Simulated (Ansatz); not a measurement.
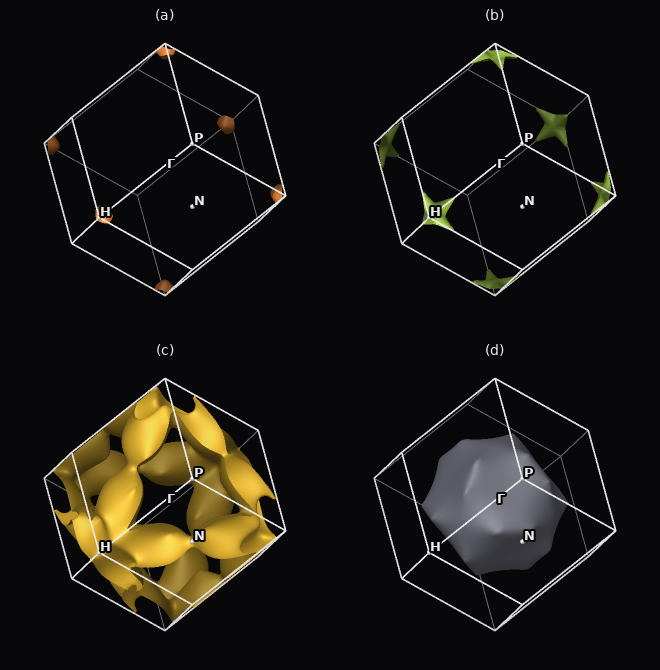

A computed Fermi surface in the first Brillouin zone. Each panel holds one band. The brighter face of a sheet looks towards empty states.

Q: Which lattice has this zone with these labels?

A: Body-centred cubic.

Q: What do the sheets look like?

A: Panel (a): one hole pocket centred at H (0.25 % of the zone).
Panel (b): one hole pocket centred at H (0.67 % of the zone).
Panel (c): an open hole network that joins neighbouring zones in all directions (22 % of the zone).
Panel (d): one electron pocket centred at Γ (23 % of the zone).
A pocket cut by a face of the zone is counted once with the part on the opposite face.

The surface was computed for Pt (Im-3m); other compounds with the same structure and electron count can look alike.

Theory: Ansatz 0.2.0, DFT PBE, scalar-relativistic, plane waves, PAW; levels and slopes on a dense k mesh at the converged density. No spin polarisation. k mesh for the levels: 34×34×34. Cell and positions as given, without relaxation. The cell comes from a database of computed structures, not from a measurement.

Spin-orbit coupling is left out; with Pt it can split, shift or remove sheets. Necks and pockets thinner than about two mesh steps aren't resolved, so separate pockets may in truth be joined.
